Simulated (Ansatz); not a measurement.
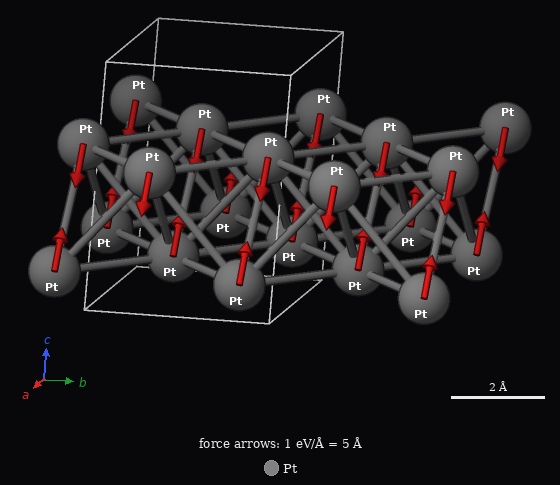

A changed version of a symmetric starting cell of Pt (made from another compound by putting Pt in place of Au), with the computed forces as red arrows. Besides, all lengths are scaled by +4.2 % (volume +13.2 %). Style: ball-and-stick. Shown: the conventional cell (2 times the calculation's cell), repeated 2 × 2 × 1 with one cell outlined, slightly off an axis. Lengths and directions refer to the drawn axes.

Computed with Ansatz 0.2.0, DFT PBE, scalar-relativistic, plane waves, PAW. (plane-wave cutoff 420 eV; k-point mesh 14 × 14 × 8; occupations gaussian; smearing width 0.1 eV; no spin polarisation)

Q: Where do the forces point?

A: The atoms keep their fractional coordinates. No relaxation follows. The starting cell wasn't computed here and needn't be at equilibrium, so pressure and forces aren't due to the change alone. The pressure is −27.3 GPa (not all of it need come from the change, since the unchanged cell can be under pressure at this level too). The principal stresses (compression positive) are −25.1 GPa roughly along [2 0 −1], −26.1 GPa roughly along b, −30.7 GPa along [1 0 1]. The largest forces, 0.21 eV/Å, act on 2 Pt atoms of the calculation's cell. Among the bonded contacts that change: Pt–Pt 3.052 → 3.181 Å, Pt–Pt 3.001 → 3.128 Å, Pt–Pt 2.982 → 3.108 Å, Pt–Pt 2.917 → 3.040 Å. The space group stays P-1 (No. 2).
